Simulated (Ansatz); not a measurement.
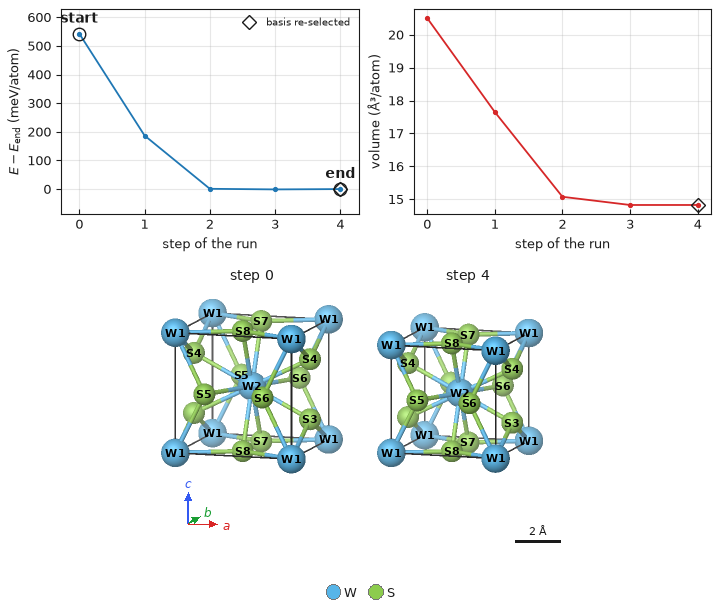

First and last geometry of a relaxation of solid WS$_{3}$ (built on the A15_223 type) (coarse preliminary run), with the history of the run. Style: ball-and-stick. Shown: the cell of the calculation, slightly off an axis.

Case: A15 type (Pm-3n, No. 223).

These are results of DFT r2SCAN, scalar-relativistic, plane waves, PAW in Ansatz 0.2.0, not measurements.

Input file:
```yaml
crystal:
  lattice:
    - [5.4742840046, 0.0, 0.0]
    - [0.0, 5.4742840046, 0.0]
    - [0.0, 0.0, 5.4742840046]
  atoms:
    - { symbol: W, position: [0.0, 0.0, 0.0], spin: 2.43 }
    - { symbol: W, position: [0.5, 0.5, 0.5], spin: 2.43 }
    - { symbol: S, position: [0.0, 0.5, 0.25], spin: -0.21 }
    - { symbol: S, position: [0.0, 0.5, 0.75], spin: -0.21 }
    - { symbol: S, position: [0.25, 0.0, 0.5], spin: -0.21 }
    - { symbol: S, position: [0.75, 0.0, 0.5], spin: -0.21 }
    - { symbol: S, position: [0.5, 0.75, 0.0], spin: -0.21 }
    - { symbol: S, position: [0.5, 0.25, 0.0], spin: -0.21 }
basis:
  ecutwfc: 500
kpoints:
  mp_grid: { grid: [4, 4, 4] }
hamiltonian:
  xc: r2scan
scf:
  occupations: { method: gaussian, width: 0.1 }
  lower_state_search: "off"
output:
  forces: true
  stress: true
  eigenvalues: true
  populations: true
magnetization:
  spin_polarized: true
relax:
  adjacent_minimum: "off"
  f_tol: 0.04
  max_steps: 70
  cell: { stress_tol: 0.4 }
```

Command:
```bash
ansatz run input.yaml --threads 1 --pin off --max-ram 2560MiB --backend cpu --events-out ev --progress --plain --runs-dir out
```

> Read the history and describe the run.

It converged. No atom moves by more than 0.005 Å relative to the cell. The volume changes by −27.7 %, with a = b = c 5.474 → 4.913 Å (−10.2 %). Some distances before and after: W1–S3 3.060 → 2.747 Å. The space group stays Pm-3n (No. 223). The energy falls by 543 meV per atom in 3 accepted moves (4 points after the start). All forces vanish by symmetry, so only the cell relaxes. The pressure goes from −20.16 to −0.09 GPa. The SCF was repeated once at an unchanged geometry on a basis and grid sized afresh for the cell, which shifted the energy by 1.1 meV per atom at most. The program noted that the starting moments weren't kept.
